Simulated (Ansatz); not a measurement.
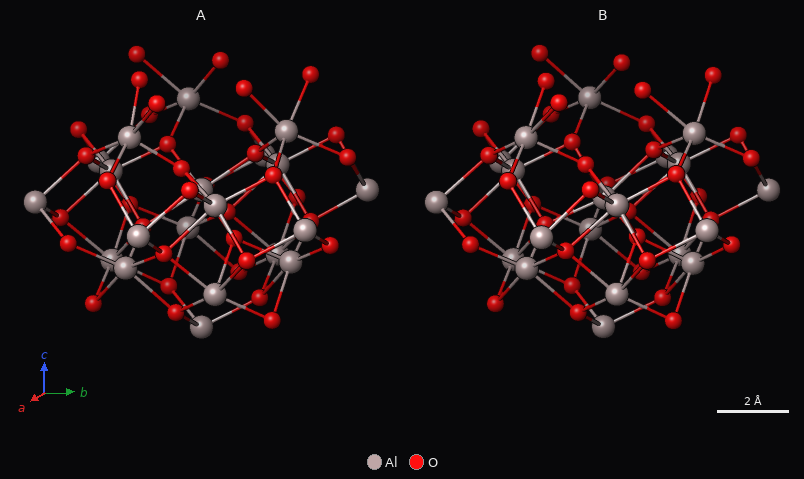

Two geometries of a defect cell of composition Al₄₇O₇₂ (cell charge −2), drawn at one scale. One is the start of a relaxation, the other its converged end. Style: ball-and-stick. Shown: the atoms within 5.0 Å of the atom that moves most (axes of the cell of the calculation (origin shifted)), slightly off an axis.

These are results of Ansatz, DFT, PBEsol, PAW, plane waves, not measurements. Settings: plane-wave cutoff 420 eV; k-point mesh 1 × 1 × 1; mesh shifted by (0.25, 0.25, 0.25); collinear spin; atoms relaxed in a fixed cell; force threshold 0.03 eV/Å; at most 80 steps.

**Which one is relaxed?**

Structure A is the relaxed one. The atom that moves furthest is an Al atom (0.24 Å roughly along +c). Largest moves by element: Al 0.24 Å, O 0.15 Å. The lattice vectors keep their values. Some distances before and after: Al–O 1.937 → 1.775 Å, Al–O 1.822 → 1.971 Å, Al–O 1.998 → 1.850 Å, Al–O 1.984 → 1.857 Å. Among the angles between lasting bonds that change: O–Al–O 159.9° → 176.1°, O–Al–O 78.0° → 92.7°, O–Al–O 162.2° → 176.1°. The energy falls by 4.450 eV per cell of the calculation in 6 geometry steps. Largest force component: 5 eV/Å at the start, 0.022 eV/Å at the end.

Limits of the set-up: the cell is charged, on a uniform background, and energies carry no finite-size correction.
